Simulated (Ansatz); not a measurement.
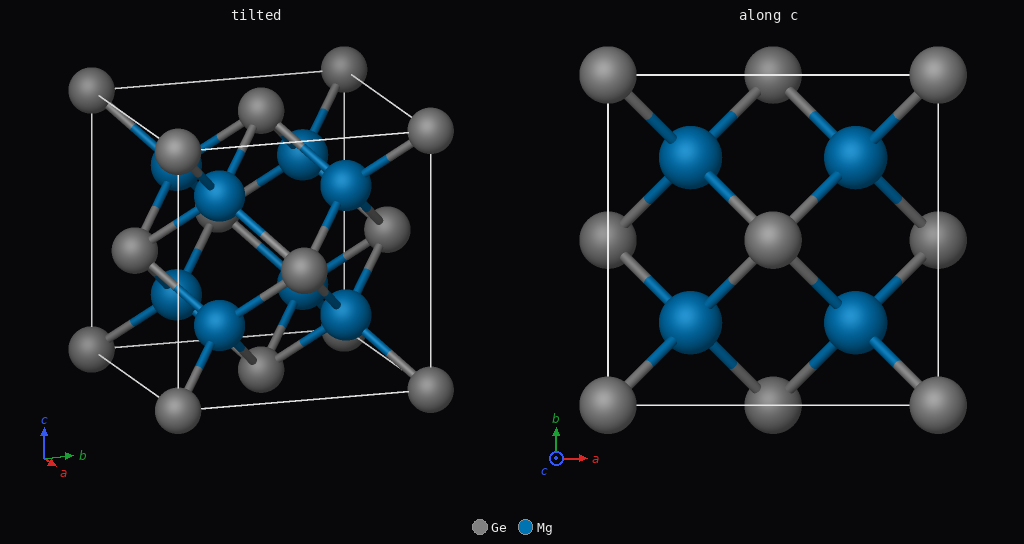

View slightly off an axis and along the c axis, drawn as a ball-and-stick model. Thin lines show the conventional unit cell, with boundary atoms drawn in all their periodic places.

Mg₂Ge, antifluorite, space group Fm-3m (No. 225), a = 6.112 Å, b = 6.112 Å, c = 6.112 Å, α = 90.00°, β = 90.00°, γ = 90.00°. The structure comes from a structure type filled with these elements by a generator (whether the compound takes this form wasn't checked). The cell was then strained or its atoms displaced on purpose. It was run through Ansatz as a DFT input.

This one geometry was computed with Ansatz (DFT, plane waves, PAW) at three levels of theory: r2SCAN, HSE06 and r2SCAN with spin-orbit coupling. It was relaxed with r2SCAN and then strained.

> How does the band gap change with the level of theory?

r2SCAN with spin-orbit coupling: a gap of 0.26 eV, indirect; r2SCAN: a gap of 0.33 eV, indirect; HSE06: a gap of 0.41 eV, indirect.

> Collect the results in a table.

| level | cutoff (eV) | k-mesh of the run's cell | gap (eV) | pressure (GPa) |
| --- | --- | --- | --- | --- |
| r2SCAN | 500 | 8×8×8 | 0.33 | 8.8 |
| HSE06 | 420 | 6×6×6 | 0.41 | 9.2 |
| r2SCAN with spin-orbit coupling | 500 | 8×8×8 | 0.26 | 8.8 |

Gaps are taken on the k-mesh or band path of each run.
